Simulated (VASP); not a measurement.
# Coverage series on NbN(001), part 3 of 3

How do binding energy and the level below the vacuum change as the layer fills? Model: NbN(001), 2 x 2, four layers.

VASP 6.6.1, plane waves and PAW; the level of theory is named at each step.

So far: Set-up; Potential of the state, PBEsol; Relax the state, PBEsol.

## Step 4: Potential of the state, PBEsol

State “2 of 4 Nb sites hold H”: a tighter run that also writes the potential.

Level: PBEsol; plane waves and PAW (Nb_sv, N, H).

The input, INCAR:

```
SYSTEM = Nb8HN8
PREC = Normal
ENCUT = 400
EDIFF = 1E-06
NELM = 120
ISMEAR = 1
SIGMA = 0.1
LREAL = Auto
ALGO = Fast
GGA = PS
NBANDS = 168
LASPH = .TRUE.
LORBIT = 11
LWAVE = .FALSE.
LCHARG = .TRUE.
KPAR = 4
NCORE = 2
IDIPOL = 3
LDIPOL = .TRUE.
DIPOL = 0.5 0.5 0.478
LVHAR = .TRUE.
LVACPOTAV = .TRUE.
NEDOS = 1500
```

The input, POSCAR:

```
Nb8HN8
1.0
    6.2083975390      0.0000000000      0.0000000000
    0.0000000000      6.2083975390      0.0000000000
    0.0000000000      0.0000000000     24.3350000000
Nb N H
16 16 2
Selective dynamics
Direct
    0.0000000000      0.0000000000      0.3287446070  F F F
    0.0000000000      0.5000000000      0.3287446070  F F F
    0.5000000000      0.0000000000      0.3287446070  F F F
    0.5000000000      0.5000000000      0.3287446070  F F F
    0.2500000000      0.2500000000      0.4189439080  F F F
    0.2500000000      0.7500000000      0.4189439080  F F F
    0.7500000000      0.2500000000      0.4189439080  F F F
    0.7500000000      0.7500000000      0.4189439080  F F F
    0.0000000000      0.0000000000      0.5155351473  T T T
    0.0000000000      0.5000000000      0.5155351473  T T T
    0.5000000000      0.0000000000      0.5155351473  T T T
    0.5000000000      0.5000000000      0.5155351473  T T T
    0.2500000000      0.2500000000      0.6017154799  T T T
    0.2500000000      0.7500000000      0.5969354332  T T T
    0.7500000000      0.2500000000      0.5969354332  T T T
    0.7500000000      0.7500000000      0.6017154799  T T T
    0.2500000000      0.2500000000      0.3287446070  F F F
    0.2500000000      0.7500000000      0.3287446070  F F F
    0.7500000000      0.2500000000      0.3287446070  F F F
    0.7500000000      0.7500000000      0.3287446070  F F F
    0.0000000000      0.0000000000      0.4189439080  F F F
    0.0000000000      0.5000000000      0.4189439080  F F F
    0.5000000000      0.0000000000      0.4189439080  F F F
    0.5000000000      0.5000000000      0.4189439080  F F F
    0.2500000000      0.2500000000      0.5070626256  T T T
    0.2500000000      0.7500000000      0.5104336404  T T T
    0.7500000000      0.2500000000      0.5104336404  T T T
    0.7500000000      0.7500000000      0.5070626256  T T T
    0.0000000000      0.0000000000      0.6060886018  T T T
    0.0000000000      0.5000000000      0.6060886018  T T T
    0.5000000000      0.0000000000      0.6060886018  T T T
    0.5000000000      0.5000000000      0.6060886018  T T T
    0.2500000000      0.2500000000      0.6753374811  T T T
    0.7500000000      0.7500000000      0.6753374811  T T T
```

The input, KPOINTS:

```
Automatic mesh
0
Gamma
4 4 1
0 0 0
```

Potentials, in the order of the species: Nb_sv, N and H (PBE family, release 64).

Run with:

```console
mpirun -np 8 vasp_std
```

The log of the run:

```text
[... set-up lines as in an earlier step ...]
 entering main loop
       N       E                     dE             d eps       ncg     rms          rms(c)
DAV:   1     0.298953545078E+04    0.29895E+04   -0.14336E+05  2440   0.133E+03
DAV:   2    -0.694629250217E+02   -0.30590E+04   -0.29961E+04  2584   0.530E+02
DAV:   3    -0.370534540830E+03   -0.30107E+03   -0.29644E+03  2688   0.135E+02
DAV:   4    -0.404041674076E+03   -0.33507E+02   -0.33263E+02  3872   0.453E+01
[...]
RMM:  16    -0.349444923445E+03   -0.20157E-01   -0.19153E-01  3828   0.603E-01    0.118E-01
RMM:  17    -0.349463063061E+03   -0.18140E-01   -0.17426E-01  3785   0.462E-01    0.173E-01
RMM:  18    -0.349472428354E+03   -0.93653E-02   -0.92037E-02  3892   0.387E-01    0.836E-02
WARNING in EDDRMM: call to ZHEGV failed, returncode =   8  4     95
RMM:  19    -0.349481911276E+03   -0.94829E-02   -0.89076E-02  3924   0.302E-01    0.695E-02
RMM:  20    -0.349487002271E+03   -0.50910E-02   -0.48423E-02  3911   0.244E-01    0.838E-02
[...]
num prob  num prob RMM:  49    -0.349504434234E+03   -0.52986E-05   -0.59668E-05  1557   0.379E-03    0.372E-02
WARNING in EDDRMM: call to ZHEGV failed, returncode =   6  3    108
RMM:  50    -0.349504439032E+03   -0.47979E-05   -0.49495E-05  1458   0.331E-03    0.375E-02
 num prob  num prob RMM:  51    -0.349504443483E+03   -0.44507E-05   -0.40745E-05  1326   0.288E-03    0.380E-02
WARNING in EDDRMM: call to ZHEGV failed, returncode =   8  4    158
RMM:  52    -0.349504446606E+03   -0.31234E-05   -0.33191E-05  1213   0.240E-03    0.382E-02
 num prob RMM:  53    -0.349504449135E+03   -0.25295E-05   -0.27332E-05  1143   0.219E-03    0.383E-02
RMM:  54    -0.349504451322E+03   -0.21867E-05   -0.22890E-05  1032   0.191E-03    0.385E-02
 num prob RMM:  55    -0.349504452939E+03   -0.16166E-05   -0.17679E-05   989   0.174E-03    0.386E-02
RMM:  56    -0.349504452599E+03    0.33985E-06   -0.16187E-05  1497   0.198E-03    0.375E-02
RMM:  57    -0.349504453759E+03   -0.11604E-05   -0.11772E-05  1395   0.177E-03    0.375E-02
 num prob RMM:  58    -0.349504454758E+03   -0.99839E-06   -0.10051E-05   964   0.135E-03    0.376E-02
RMM:  59    -0.349504455483E+03   -0.72560E-06   -0.77787E-06   922   0.127E-03
 [... a notice as in an earlier step ...]

   1 F= -.34950446E+03 E0= -.34949937E+03  d E =-.152624E-01
```

It took 3.4 min on 8 MPI ranks of AMD EPYC 7R43, shared host; peak memory 2.9 GiB.

OUTCAR, selected parts (step 4):

```text
  Total      -48.6773370    -48.6773370    -18.4308654      0.0000000      0.0000000      0.0000000
  in kB      -83.1470810    -83.1470810    -31.4822617      0.0000000      0.0000000      0.0000000
  external PRESSURE =     -65.9254745 kB  Pullay stress =       0.0000000 kB

 POSITION                                       TOTAL-FORCE (eV/Angst)
 -----------------------------------------------------------------------------------
      0.00000      0.00000      8.00000         0.000000     -0.000000      2.703739
      0.00000      3.10420      8.00000         0.000000     -0.000000      2.703739
      3.10420      0.00000      8.00000         0.000000     -0.000000      2.703739
      3.10420      3.10420      8.00000         0.000000     -0.000000      2.703739
      1.55210      1.55210     10.19500        -0.000000     -0.000000     -0.772672
      1.55210      4.65630     10.19500        -0.000000     -0.000000     -0.833441
      4.65630      1.55210     10.19500         0.000000      0.000000     -0.833441
      4.65630      4.65630     10.19500        -0.000000      0.000000     -0.772672
      0.00000      0.00000     12.54555        -0.000000     -0.000000      0.028448
      0.00000      3.10420     12.54555        -0.000000     -0.000000      0.028448
      3.10420      0.00000     12.54555        -0.000000     -0.000000      0.028448
      3.10420      3.10420     12.54555        -0.000000     -0.000000      0.028448
      1.55210      1.55210     14.64275        -0.000000      0.000000      0.035822
      1.55210      4.65630     14.52642        -0.000000     -0.000000     -0.010968
[...]
-----------------------------------------------------------------------------------
    total drift:                                0.000000      0.000000     -0.079697

  FREE ENERGIE OF THE ION-ELECTRON SYSTEM (eV)
  ---------------------------------------------------
  free  energy   TOTEN  =      -349.5044554831 eV

  energy  without entropy=     -349.4891930554  energy(sigma->0) =     -349.49936801

[... 2 parts as in an earlier step ...]

[... 1 further part left out ...]
[key lines of the parts left out:]
E-fermi :   2.3417
```

This run gave:

* energy(sigma→0) of the program: -349.4994 eV
* work function, upper and lower side: 5.25, 3.16 eV

VASP warns that it found no field-free region by its own threshold; the planar potential, read 60 % of the way from the top atom to the cell's edge, stands at 5.26 eV above the Fermi level.

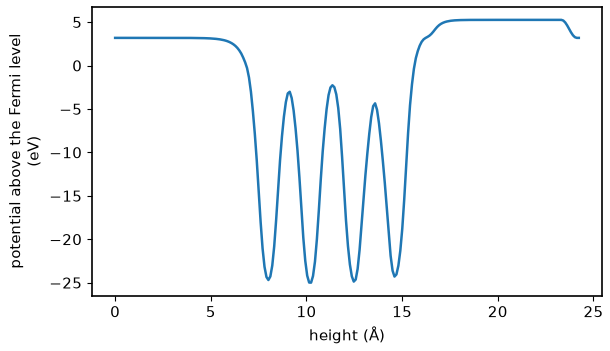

Planar average of the electrostatic potential. The step near the cell's edge is that of the dipole correction.

## Step 5: Free molecule: H2, PBEsol

Each gas relaxes alone in a box.

Level: PBEsol; plane waves and PAW (H).

System, named by how it was started: H2. The cell holds 2 atoms: 2 H. Cell: a = 10.000 Å, b = 10.500 Å, c = 12.000 Å, α = 90.0°, β = 90.0°, γ = 90.0°. Vacuum lies along a, b and c.

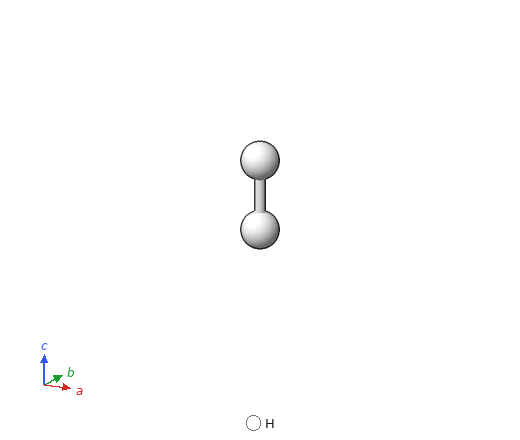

The cell at the end of this step (hydrogen white).

The input, INCAR:

```
SYSTEM = H
PREC = Normal
ENCUT = 400
EDIFF = 1E-05
NELM = 120
ISMEAR = 0
SIGMA = 0.01
LREAL = Auto
ALGO = Normal
GGA = PS
NBANDS = 7
LASPH = .TRUE.
LORBIT = 11
LWAVE = .FALSE.
LCHARG = .FALSE.
NCORE = 4
IBRION = 2
NSW = 60
ISIF = 2
EDIFFG = -0.03
POTIM = 0.4
MAXMIX = 40
ISYM = 0
```

The input, POSCAR:

```
H
1.0
   10.0000000000      0.0000000000      0.0000000000
    0.0000000000     10.5000000000      0.0000000000
    0.0000000000      0.0000000000     12.0000000000
H
2
Direct
    0.5000000000      0.5000000000      0.4691666700
    0.5000000000      0.5000000000      0.5308333300
```

The input, KPOINTS:

```
Automatic mesh
0
Gamma
1 1 1
0 0 0
```

PAW data sets: H (PBE family, release 64).

Run with:

```console
mpirun -np 16 vasp_gam
```

The log of the run:

```text
[banner, memory and clock lines left out]
running   16 mpi-ranks, on    1 nodes
[...]
|                                                                             |
|               ----> ADVICE to this user running VASP <----                  |
|                                                                             |
|     You have a (more or less) 'small supercell' and for smaller cells       |
|     it is recommended to use the reciprocal-space projection scheme!        |
|     The real-space optimization is not efficient for small cells and it     |
|     is also less accurate ...                                               |
|     Therefore, set LREAL=.FALSE. in the INCAR file.                         |
|                                                                             |

 [... a notice as in an earlier step ...]

 LDA part: xc-table for (Slater+PW92), standard interpolation
|                                                                             |
|           W    W    AA    RRRRR   N    N  II  N    N   GGGG   !!!           |
[...]
DAV:   4    -0.648757576542E+01   -0.11907E-03   -0.20456E-05    16   0.140E-02    0.298E-03
DAV:   5    -0.648766231896E+01   -0.86554E-04   -0.60128E-06    16   0.742E-03    0.846E-04
DAV:   6    -0.648767302516E+01   -0.10706E-04   -0.14998E-07    16   0.120E-03    0.559E-04
DAV:   7    -0.648769294049E+01   -0.19915E-04   -0.16186E-06    16   0.320E-03    0.464E-04
DAV:   8    -0.648769336053E+01   -0.42004E-06   -0.76608E-09    24   0.290E-04
   2 F= -.64876934E+01 E0= -.64876934E+01  d E =0.991636E-02
 trial-energy change:    0.009916  1 .order    0.007610   -0.034622    0.049842
 step:   0.3716(harm=  0.4099)  dis= 0.00961  next Energy=    -6.503925 (dE=-0.632E-02)
[...]
N       E                     dE             d eps       ncg     rms          rms(c)
DAV:   1    -0.650521532206E+01   -0.17522E-01   -0.29684E-01    16   0.251E+00    0.253E-01
DAV:   2    -0.650389187953E+01    0.13234E-02   -0.43782E-03    16   0.211E-01    0.690E-03
DAV:   3    -0.650390621816E+01   -0.14339E-04   -0.14216E-05    16   0.193E-02    0.181E-03
DAV:   4    -0.650390995954E+01   -0.37414E-05   -0.34417E-07    16   0.217E-03
   3 F= -.65039100E+01 E0= -.65039100E+01  d E =-.630023E-02
[...]
reached required accuracy - stopping structural energy minimisation
```

Wall time 4.6 s (16 MPI ranks); peak memory 1.6 GiB; 42 s of CPU time.

Parts of OUTCAR (step 5):

```text
  Total       -0.1092479     -0.1128975     -0.1437878     -0.0000000     -0.0000000      0.0000000
  in kB       -0.1389162     -0.1435571     -0.1828362     -0.0000000     -0.0000000      0.0000000
  external PRESSURE =      -0.1551032 kB  Pullay stress =       0.0000000 kB

 POSITION                                       TOTAL-FORCE (eV/Angst)
 -----------------------------------------------------------------------------------
      5.00000      5.25000      5.62039        -0.000000      0.000000      0.001375
      5.00000      5.25000      6.37961         0.000000     -0.000000     -0.001375
 -----------------------------------------------------------------------------------
    total drift:                               -0.000000      0.000000     -0.000025

  FREE ENERGIE OF THE ION-ELECTRON SYSTEM (eV)
  ---------------------------------------------------
  free  energy   TOTEN  =        -6.5039099595 eV

  energy  without entropy=       -6.5039099595  energy(sigma->0) =       -6.50390996

[... 1 part as in an earlier step ...]

[... 3 further parts left out ...]
[key lines of the parts left out:]
E-fermi : -10.0404
```

This run gave:

```
energy(sigma→0) of the program : -6.5039 eV
ionic steps                    : 3
```

## Step 6: The whole series

The other members went through these steps as far as the tables show, with one cutoff; 6 runs are not shown. The session took 12 core hours (wall time by ranks) on a shared machine.

Mean binding energy of one H against half of H2; static energies, no zero-point or thermal terms; level: Fermi level of a metal, highest filled level otherwise.

```
                 state  coverage in layers  from state  gas taken up (+) or given off (-)  energy, PBEsol (eV)
                 clean                   0                                                                    
1 of 4 Nb sites hold H                0.25       clean                            +0.5 H2                -0.08
2 of 4 Nb sites hold H                0.50       clean                              +1 H2                 0.00
3 of 4 Nb sites hold H                0.75       clean                            +1.5 H2                 0.11
4 of 4 Nb sites hold H                1.00       clean                              +2 H2                 0.21
```

A blank entry does not apply, was not run or did not finish.

```csv
state,level below the vacuum (eV),gap (eV),nearest pair between the added atoms and the rest,its distance (Å)
clean,3.17,0.00,,
1 of 4 Nb sites hold H,4.29,0.00,H-Nb,1.80
2 of 4 Nb sites hold H,5.25,0.00,H-Nb,1.79
3 of 4 Nb sites hold H,6.05,0.00,H-Nb,1.76
4 of 4 Nb sites hold H,6.75,0.00,H-Nb,1.76
```

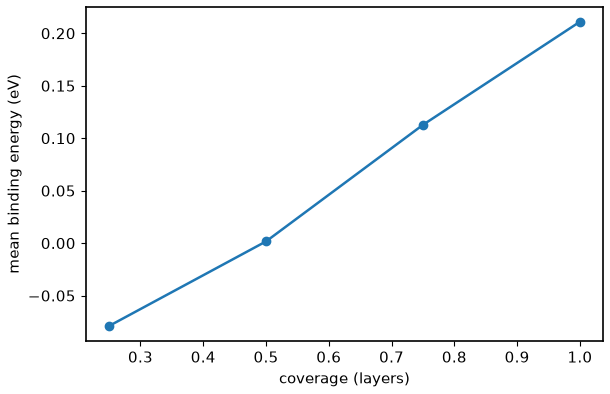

Binding against coverage.

## Step 7: Results

```
binding at 0.25 layers : -0.08 eV
binding at 1 layers    : 0.21 eV
```

In words: From 0.25 to 1 layers the mean binding weakens by 0.29 eV. The differential binding, step by step, is 0.08, 0.33, 0.51 eV an atom; positive steps are unbound against the gas in static energy. The level below the vacuum on the upper side spans 3.17 eV (“clean”) to 6.75 eV (“4 of 4 Nb sites hold H”). Vacuum levels are VASP's own where it printed one and read from the planar potential otherwise; the two differ by up to about 0.05 eV, so smaller differences between rows mean nothing. The work function of the untouched lower face drifts by 0.42 eV over the series, a sign that the slab may be too thin to part the two faces. The crystal is taken in the rock-salt form at a typed lattice constant, and the added atoms are held on top sites by symmetry. The slabs ran without spin polarisation, which may matter for added atoms with open shells. One start was relaxed for each state, in a small cell at high coverage; entropy of the gases, which favours steps that give off gas, is left out.

[Lines on the potential files, build, host, timing and source positions are cut from VASP's logs without a mark.]

[Logs are printed without paths, hosts, clocks, repeated set-up lines and the standing remarks that a program may print on its own settings, such as how far it seeks lower states.]

[Hosts, paths, dates, database ids (printed as entryN), source tags and the programs' standing remarks are cut or masked in the printed files.]
